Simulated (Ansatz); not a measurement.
**CHF3 (SMILES FC(F)F): levels of theory compared**

Wanted: a comparison of 6 runs (BHLYP/STO-3G, HSE06/STO-3G, PBE/STO-3G, PBE0/STO-3G, SVWN5/STO-3G, CCSDTQ/STO-3G) of CHF3. 

The results are computed with Ansatz 0.2.0.

55 further runs of the same task are left out: 7 that didn't finish, 48 set aside as unsound or not needed.

### 1 Starting point

CHF3 has 5 atoms, charge 0, and is taken as a singlet. As SMILES, `FC(F)F`. The C2–F1 distance was set to 2.655 Å, away from the relaxed value. At this shape a bond of the SMILES string is far longer than usual.

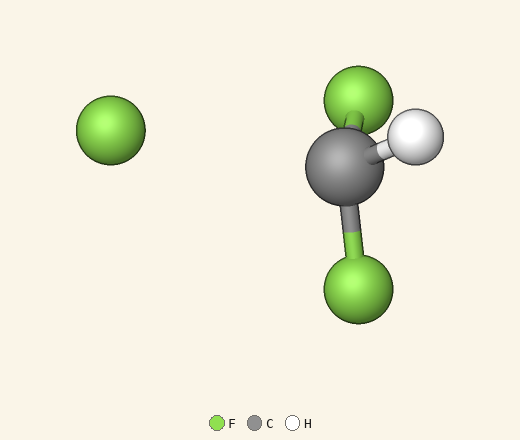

The structure, seen from a chosen angle (fluorine green, carbon grey, hydrogen white).

### 2 A single-point energy at BHLYP/STO-3G (run 1)

Contents of input.yaml:

```yaml
crystal:
  periodic: [false, false, false]
  atoms:
    - {symbol: F, position_ang: [-1.354287, -0.719389, 2.143316]}
    - {symbol: C, position_ang: [0.018950, 0.054610, 0.006800]}
    - {symbol: F, position_ang: [1.042420, -0.774930, -0.157420]}
    - {symbol: F, position_ang: [-0.771270, -0.038770, -1.056390]}
    - {symbol: H, position_ang: [0.377570, 1.091490, 0.131950]}
basis:
  gaussian:
    orbitals: STO-3G
hamiltonian:
  xc: {name: BHLYP}
accuracy: high
```

Run with:

```
$ ansatz run input.yaml --threads 1 --pin off --max-ram 2610MiB --events-out events.jsonl --progress --plain --runs-dir runs
```

Output:

```text
Warning: RAYON_NUM_THREADS=1 ignored (pool sized by the plan → 1); use --threads N
Functional definition: BHLYP
  name "BHLYP"
  parameter a = 0.5
  exchange = (1 - a)*b88_x + a*exact_x
  correlation = lyp_c
363 factors; integrals over basis functions are off by at most 4.8e-8 eV
mean field evaluation 1: about -9051.5968 eV, gradient 3.0e1 eV
mean field evaluation 2: about -8657.5328 eV, gradient 7.5e1 eV
mean field evaluation 4: about -9055.7054 eV, gradient 1.9e1 eV
mean field evaluation 8: about -9056.2720 eV, gradient 2.0e1 eV
mean field evaluation 16: about -9062.4667 eV, gradient 9.2e-7 eV
mean field -9062.46671284 eV, -333.0395089363 hartree, gradient 8.8e-9 eV, S^2 0.000000; 0 other end points of the search recorded, 0 dependent functions left out
reference -9062.46672628 eV, -333.0395094301 hartree; 17, 17 occupied and 4, 4 virtual orbitals, 363 factors
Total energy: -9062.46672628 eV, -333.0395094301 hartree
```

Run time: 1.5 s. Hardware: 1 thread of Arm Neoverse V1, shared host; peak memory 0.096 GiB.

### 3 The energy at HSE06/STO-3G (run 2)

Contents of in.yaml:

```yaml
crystal:
  periodic: [false, false, false]
  atoms:
    - {symbol: F, position_ang: [-1.354287, -0.719389, 2.143316]}
    - {symbol: C, position_ang: [0.018950, 0.054610, 0.006800]}
    - {symbol: F, position_ang: [1.042420, -0.774930, -0.157420]}
    - {symbol: F, position_ang: [-0.771270, -0.038770, -1.056390]}
    - {symbol: H, position_ang: [0.377570, 1.091490, 0.131950]}
basis:
  gaussian: {orbitals: STO-3G}
hamiltonian: {xc: {name: HSE06}}
magnetization: {spin_polarized: false}
accuracy: high
```

Run with:

```
$ ansatz run in.yaml --threads 1 --pin off --max-ram 2610MiB --events-out events.jsonl --progress --plain --runs-dir runs
```

Output:

```text
Warning: RAYON_NUM_THREADS=1 ignored (pool sized by the plan → 1); use --threads N
Functional definition: HSE06
  name "HSE06"
  parameter a = 0.25
  parameter omega = 0.11/bohr
  exchange = pbe_x - a*pbe_x_sr(omega) + a*exact_x_sr(omega)
  correlation = pbe_c
363 factors; integrals over basis functions are off by at most 4.8e-8 eV
51 factors; integrals over basis functions are off by at most 3.9e-10 eV
mean field evaluation 1: about -9048.0021 eV, gradient 2.3e1 eV
mean field evaluation 2: about -8647.6580 eV, gradient 6.7e1 eV
mean field evaluation 4: about -9048.7991 eV, gradient 1.8e1 eV
mean field evaluation 8: about -9052.1453 eV, gradient 2.4e1 eV
mean field evaluation 16: about -9058.1624 eV, gradient 1.1e-6 eV
mean field -9058.16239383 eV, -332.8813281301 hartree, gradient 1.0e-8 eV, S^2 0.000000; 0 other end points of the search recorded, 0 dependent functions left out
reference -9058.16239496 eV, -332.8813281717 hartree; 17, 17 occupied and 4, 4 virtual orbitals, 363 factors
Total energy: -9058.16239496 eV, -332.8813281717 hartree
```

It took 1.7 s on 1 thread of Arm Neoverse V1, shared host; peak memory 0.097 GiB.

Runs 3 to 5 aren't shown in full; the table further down has their settings and results.

### 4 The energy at CCSDTQ/STO-3G (run 6)

input.yaml: that of step 2 with these lines changed.

```diff
@@ -11,4 +11,7 @@
     orbitals: STO-3G
-hamiltonian:
-  xc: {name: BHLYP}
+correlation:
+  method: ccsdtq
+  frozen_orbitals: {C: 1, F: 1, H: 0}
 accuracy: high
+scf:
+  omitted_lower_state_checks: [cluster_reference, increment]
```

Run with:

```
$ ansatz run input.yaml --threads 1 --pin off --max-ram 2610MiB --events-out events.jsonl --progress --plain --runs-dir runs
```

Output:

```text
Warning: RAYON_NUM_THREADS=1 ignored (pool sized by the plan → 1); use --threads N
[... 12 lines left out ...]
4 core orbitals not correlated: weight in the atoms' cores, before any rotation towards them, 1.000 or more for the frozen orbitals, at most 0.000 for the correlated occupied ones
[... 84 lines left out ...]
WARN: these amplitudes may be one of several solutions (largest doubles amplitude 0.80, level shift 14.89 eV)
Total energy: -9036.61492458 eV, -332.0894732405 hartree
Checks for a lower state left out: cluster_reference, increment
```

It took 66 s on 1 thread of Arm Neoverse V1, shared host; peak memory 0.33 GiB.

### 5 All runs side by side

```csv
run,level,frozen core orbitals,energy (Eh),wall time
1,BHLYP/STO-3G,–,-333.039509,1.5 s
2,HSE06/STO-3G,–,-332.881328,1.7 s
3,PBE/STO-3G,–,-332.868524,1.4 s
4,PBE0/STO-3G,–,-332.891885,1.6 s
5,SVWN5/STO-3G,–,-330.877708,1.1 s
6,CCSDTQ/STO-3G,4,-332.089473,66 s
```

### 6 Summary of results

| quantity | value |
| --- | --- |
| run 6: total energy | -332.08947 Eh |
| run 6: correlation energy (4 core orbitals frozen) | -329.4 mEh |
| run 6: T1 diagnostic | 0.022 |

Totals of different functionals can't be ranked against each other. In run 6 the log says that unrestricted orbitals would lower the reference, so the values rest on an unstable closed-shell determinant (other closed-shell runs at this shape may share the fault). In runs 1, 2, 3, 4, 5, 6 the basis is minimal, so the values are rough. In runs 1, 2, 3, 4, 5 a closed-shell determinant meets a far-stretched bond, which it describes badly. All runs together took 74 s, the longest 66 s.
